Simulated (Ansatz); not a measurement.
System: VH₂, space group Fm-3m (No. 225).

Input of the run:
```
crystal:
  lattice:
    - [0.0, 2.068703113, 2.068703113]
    - [2.068703113, 0.0, 2.068703113]
    - [2.068703113, 2.068703113, 0.0]
  atoms:
    - { symbol: V, position: [0.0, 0.0, 0.0] }
    - { symbol: H, position: [0.25, 0.25, 0.25] }
    - { symbol: H, position: [0.75, 0.75, 0.75] }
basis:
  ecutwfc: 420
kpoints:
  mp_grid: { grid: [18, 18, 18] }
hamiltonian:
  xc: lda
scf:
  occupations: { method: fermi_dirac, width: 0.15 }
output:
  forces: true
  stress: true
  eigenvalues: true
elastic:
  mode: relaxed_ion
  amplitude: 0.005
  stencil: two_point
```

Command:
```bash
ansatz run input.yaml --threads 1 --pin off --max-ram 3072MiB --backend cpu --events-out ev --progress --plain --runs-dir out
```

Calculation (Ansatz 0.2.0): elastic stress-strain coefficients at zero temperature from small strains of the given cell, Voigt order xx yy zz yz xz xy, Cartesian axes of the cell vectors; plane waves with PAW datasets, Γ-centred k mesh. Level: LDA, no spin polarisation.

wave cutoff 420 eV; k mesh 18×18×18; occupations Fermi–Dirac; smearing width 0.15 eV; ions relaxed; strain amplitude 0.005.

Describe the result: the Young's modulus as a function of direction in the xy, xz and yz planes.

Over all directions E runs from 230 to 257 GPa, a ratio of 1.12, so the solid is nearly isotropic. E is 230 GPa along x, y and z alike, and 257 GPa along the body diagonal x + y + z. The Hill averages are K = 198 GPa and G = 95 GPa, Poisson's ratio 0.29; K/G = 2.08.

Stiffness matrix C (GPa), Voigt order:
```
       xx     yy     zz     yz     xz     xy
xx  314.9  139.2  139.2    0.0    0.0    0.0
yy  139.2  314.9  139.2    0.0    0.0    0.0
zz  139.2  139.2  314.9    0.0    0.0    0.0
yz    0.0    0.0    0.0  100.1    0.0    0.0
xz    0.0    0.0    0.0    0.0  100.1    0.0
xy    0.0    0.0    0.0    0.0    0.0  100.1
```

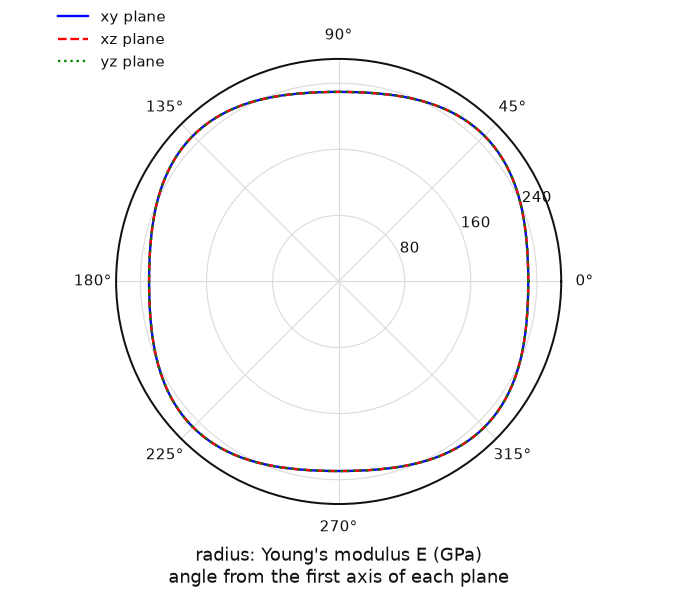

Note: metal sensitive to the k mesh.
